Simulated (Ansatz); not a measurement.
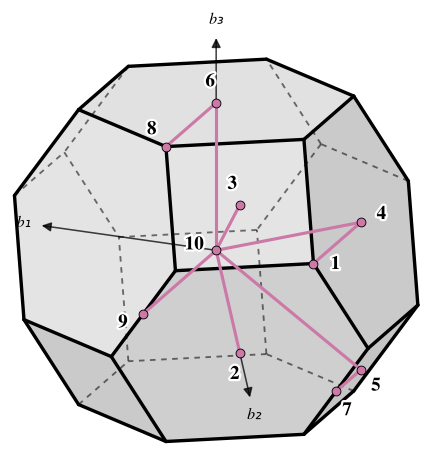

Crystal: Al, the end point of a relaxation (final pressure about 2.4 GPa) with DFT PBEsol, scalar-relativistic, plane waves, PAW in Ansatz 0.2.0. The first Brillouin zone of a base-centred monoclinic lattice (mC; extended symbol mC1) is drawn with its special points numbered. All values are computed from the atomic coordinates in the standard setting (tolerance 0.002 Å).

a = 4.799 Å, b = 2.770 Å, c = 2.884 Å, α = 90.00°, β = 124.46°, γ = 90.00°.

Labels and path follow the convention of Hinuma et al. (2017), as computed by seekpath; the arrows show the directions of the reciprocal primitive vectors b₁, b₂, b₃, in which coordinates are given.

Q: Which special point is each number?

A:
| no. | label | coordinates |
| --- | --- | --- |
| 1 | D | (−0.257, 0.743, 1/2) |
| 2 | V₂ | (0, 1/2, 0) |
| 3 | L₂ | (0, 1/2, 1/2) |
| 4 | M₂ | (−1/2, 1/2, 1/2) |
| 5 | Y₂ | (−1/2, 1/2, 0) |
| 6 | A | (0, 0, 1/2) |
| 7 | C₂ | (−0.373, 0.627, 0) |
| 8 | D₂ | (0.257, 0.257, 1/2) |
| 9 | C | (0.373, 0.373, 0) |
| 10 | Γ | (0, 0, 0) |
